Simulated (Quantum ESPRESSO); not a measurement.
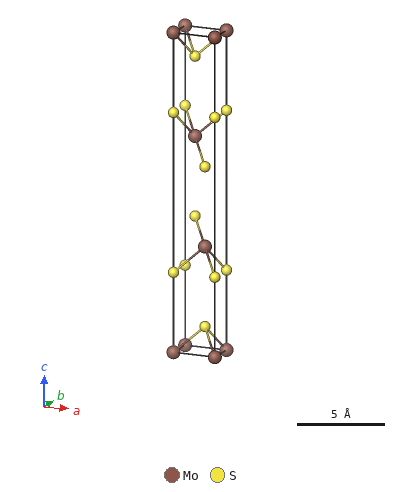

The structure as given in the input (ball-and-stick view of the cell 3 times as large as that of the calculation, set on its symmetry axes, seen slightly off an axis). An atom can appear more than once, as a periodic image. Near neighbours in the periodic cell (some may lie outside the picture): Mo has 6 S at 2.43 Å; S has 3 Mo at 2.43 Å.

Run report: MoS2, single-point calculation

System: MoS2 (3 atoms in the cell).
Method: Kohn-Sham DFT of a periodic cell, PBEsol, GBRV 1.5 PBEsol, no spin polarisation (Quantum ESPRESSO 7.5).

The structure derives from an entry of the Crystallography Open Database. The volume is scaled by 1.06.

**What the program printed**
```
This program is part of the open-source Quantum ESPRESSO suite
     for quantum simulation of materials; please cite
         "P. Giannozzi et al., J. Phys.:Condens. Matter 21 395502 (2009);
         "P. Giannozzi et al., J. Phys.:Condens. Matter 29 465901 (2017);
         "P. Giannozzi et al., J. Chem. Phys. 152 154105 (2020);
          URL
     in publications or presentations arising from this work. More details at

     Message from routine setup:
     using ibrav=0 with symmetry is DISCOURAGED, use correct ibrav instead

     K-points division:     npool     =       2
     Subspace diagonalization in iterative solution of the eigenvalue problem:
     a serial algorithm will be used

     G-vector sticks info
     --------------------
     sticks:   dense  smooth     PW     G-vecs:    dense   smooth      PW
     Sum        2089    1039    355                44015    15489    3029

     Using Slab Decomposition

     bravais-lattice index     =            0
     lattice parameter (alat)  =      12.2990  a.u.
     unit-cell volume          =     380.9095 (a.u.)^3
     number of atoms/cell      =            3
     number of atomic types    =            2
     number of electrons       =        26.00
     number of Kohn-Sham states=           20
     kinetic-energy cutoff     =      45.0000  Ry
     charge density cutoff     =     360.0000  Ry
     scf convergence threshold =      6.0E-10
     mixing beta               =       0.5000
     number of iterations used =            8  plain     mixing
     Exchange-correlation= SLA  PW   PSX  PSC
                           (   1   4  10   8   0   0   0)

     celldm(1)=  12.299033  celldm(2)=   0.000000  celldm(3)=   0.000000
     celldm(4)=   0.000000  celldm(5)=   0.000000  celldm(6)=   0.000000

     crystal axes: (cart. coord. in units of alat)
               a(1) = (   0.248387   0.143406   0.957987 )
               a(2) = (  -0.248387   0.143406   0.957987 )
               a(3) = (   0.000000  -0.286813   0.957987 )

     reciprocal axes: (cart. coord. in units 2 pi/alat)
               b(1) = (  2.012985  1.162197  0.347952 )
               b(2) = ( -2.012985  1.162197  0.347952 )
               b(3) = ( -0.000000 -2.324395  0.347952 )

     PseudoPot. # 1 for Mo read from file:
     mo_pbesol_v1.uspp.F.UPF
     Pseudo is Ultrasoft + core correction, Zval = 14.0
     Generated by new atomic code, or converted to UPF format
     Using radial grid of  889 points,  6 beta functions with:
                l(1) =   0
                l(2) =   0
                l(3) =   1
                l(4) =   1
                l(5) =   2
                l(6) =   2
     Q(r) pseudized with  6 coefficients,  rinner =    1.000   1.000   1.000
                                                       1.000   1.000

     PseudoPot. # 2 for S  read from file:
     s_pbesol_v1.4.uspp.F.UPF
     Pseudo is Ultrasoft + core correction, Zval =  6.0
     Generated by new atomic code, or converted to UPF format
     Using radial grid of  907 points,  6 beta functions with:
                l(1) =   0
                l(2) =   0
                l(3) =   1
                l(4) =   1
                l(5) =   2
                l(6) =   2
     Q(r) pseudized with  8 coefficients,  rinner =    1.300   1.300   1.300
                                                       1.300   1.300

     atomic species   valence    mass     pseudopotential
     Mo               14.00    95.95000     Mo( 1.00)
     S                 6.00    32.06000     S ( 1.00)

     12 Sym. Ops., with inversion, found

   Cartesian axes

     site n.     atom                  positions (alat units)
         1        Mo     tau(   1) = (   0.0000000   0.0000000   0.0000000  )
         2        S      tau(   2) = (   0.0000000   0.0000000   0.7184899  )
         3        S      tau(   3) = (  -0.0000000   0.0000000   2.1554698  )

     number of k points=   116  Fermi-Dirac smearing, width (Ry)=  0.0037

     Number of k-points >= 100: set verbosity='high' to print them.

     Dense  grid:    44015 G-vectors     FFT dimensions: (  75,  75,  75)

     Smooth grid:    15489 G-vectors     FFT dimensions: (  54,  54,  54)

     Initial potential from superposition of free atoms

     starting charge      25.9990, renormalised to      26.0000
     Starting wfcs are   21 randomized atomic wfcs

     Self-consistent Calculation

     iteration #  1     ecut=    45.00 Ry     beta= 0.50
     Davidson diagonalization with overlap
     ethr =  1.00E-02,  avg # of iterations =  5.3

     Threshold (ethr) on eigenvalues was too large:
     Diagonalizing with lowered threshold

     Davidson diagonalization with overlap
     ethr =  2.62E-04,  avg # of iterations =  3.7

     total energy              =    -187.49555973 Ry
     estimated scf accuracy    <       0.07969487 Ry

     iteration #  2     ecut=    45.00 Ry     beta= 0.50
     Davidson diagonalization with overlap
     ethr =  3.07E-04,  avg # of iterations =  2.6

     total energy              =    -187.49924671 Ry
     estimated scf accuracy    <       0.03801633 Ry

     iteration #  3     ecut=    45.00 Ry     beta= 0.50
     Davidson diagonalization with overlap
     ethr =  1.46E-04,  avg # of iterations =  2.0

     total energy              =    -187.50468571 Ry
     estimated scf accuracy    <       0.05803541 Ry

     iteration #  4     ecut=    45.00 Ry     beta= 0.50
     Davidson diagonalization with overlap
     ethr =  1.46E-04,  avg # of iterations =  1.0

     total energy              =    -187.51161886 Ry
     estimated scf accuracy    <       0.00060300 Ry

     iteration #  5     ecut=    45.00 Ry     beta= 0.50
     Davidson diagonalization with overlap
     c_bands:  1 eigenvalues not converged
     ethr =  2.32E-06,  avg # of iterations =  7.2

     total energy              =    -187.51171966 Ry
     estimated scf accuracy    <       0.00004215 Ry

     iteration #  6     ecut=    45.00 Ry     beta= 0.50
     Davidson diagonalization with overlap
     ethr =  1.62E-07,  avg # of iterations =  2.4

     total energy              =    -187.51173157 Ry
     estimated scf accuracy    <       0.00000145 Ry

     iteration #  7     ecut=    45.00 Ry     beta= 0.50
     Davidson diagonalization with overlap
     ethr =  5.58E-09,  avg # of iterations =  5.1

     total energy              =    -187.51173327 Ry
     estimated scf accuracy    <       0.00000006 Ry

     iteration #  8     ecut=    45.00 Ry     beta= 0.50
     Davidson diagonalization with overlap
     ethr =  2.27E-10,  avg # of iterations =  2.5

     total energy              =    -187.51173328 Ry
     estimated scf accuracy    <          6.8E-09 Ry

     iteration #  9     ecut=    45.00 Ry     beta= 0.50
     Davidson diagonalization with overlap
     ethr =  2.60E-11,  avg # of iterations =  3.0

     End of self-consistent calculation

     Number of k-points >= 100: set verbosity='high' to print the bands.

     the Fermi energy is    10.2614 ev

!    total energy              =    -187.51173328 Ry
     estimated scf accuracy    <          3.5E-10 Ry
     smearing contrib. (-TS)   =      -0.00047366 Ry
     internal energy E=F+TS    =    -187.51125963 Ry

     The total energy is F=E-TS. E is the sum of the following terms:
     one-electron contribution =     -89.81855695 Ry
     hartree contribution      =      55.18367633 Ry
     xc contribution           =     -35.88694903 Ry
     ewald contribution        =    -116.98942998 Ry

     convergence has been achieved in   9 iterations

     Computing stress (Cartesian axis) and pressure

          total   stress  (Ry/bohr**3)                   (kbar)     P=      -55.30
  -0.00046072  -0.00000000  -0.00000000          -67.77       -0.00       -0.00
   0.00000000  -0.00046072   0.00000000            0.00      -67.77        0.00
   0.00000000   0.00000000  -0.00020630            0.00        0.00      -30.35

=------------------------------------------------------------------------------=
   JOB DONE.
=------------------------------------------------------------------------------=
```

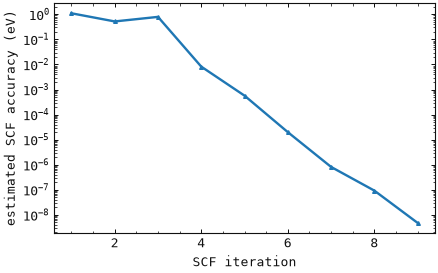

Convergence of the self-consistent field: estimated SCF accuracy against the iteration. The field takes 9 iterations in all.

This output came from the following input.

**Input**
```
&CONTROL
  calculation = 'scf'
  prefix = 'pwscf'
  outdir = './tmp'
  pseudo_dir = './pseudo'
  tstress = .true.
  disk_io = 'nowf'
/
&SYSTEM
  ibrav = 0
  nat = 3
  ntyp = 2
  ecutwfc = 45
  ecutrho = 360
  nbnd = 20
  occupations = 'smearing'
  smearing = 'fd'
  degauss = 0.00367493
/
&ELECTRONS
  conv_thr = 6d-10
  electron_maxstep = 120
  mixing_beta = 0.5
/
ATOMIC_SPECIES
Mo    95.9500 mo_pbesol_v1.uspp.F.UPF
S     32.0600 s_pbesol_v1.4.uspp.F.UPF
CELL_PARAMETERS angstrom
   1.6165961300    0.9333422108    6.2349290104
  -1.6165961300    0.9333422108    6.2349290104
   0.0000000000   -1.8666844216    6.2349290104
ATOMIC_POSITIONS crystal
Mo     0.0000000000    0.0000000000    0.0000000000
S      0.2500000000    0.2500000000    0.2500000000
S      0.7500000000    0.7500000000    0.7500000000
K_POINTS automatic
10 10 10 0 0 0
```

Launched with:
```bash
OMP_NUM_THREADS=1 mpirun -n 2 pw.x -nk 2 -in pw.in > pw.out
```

**Key numbers**

| quantity | value |
| --- | --- |
| outcome | converged |
| space group (tolerance 0.01 Å) | R-3m (166) |
| electrons treated | 26 |
| free energy | −2551.2271 eV |
| Fermi energy | 10.261 eV |
| gap on the k-point mesh | none (metallic) |
| pressure | −5.53 GPa |
| hardware | 2 threads of AMD EPYC (Zen 5), 16 GiB of memory available, shared host |
| wall time | 40 s (CPU time 80 s) |
| peak memory | 0.38 GiB |
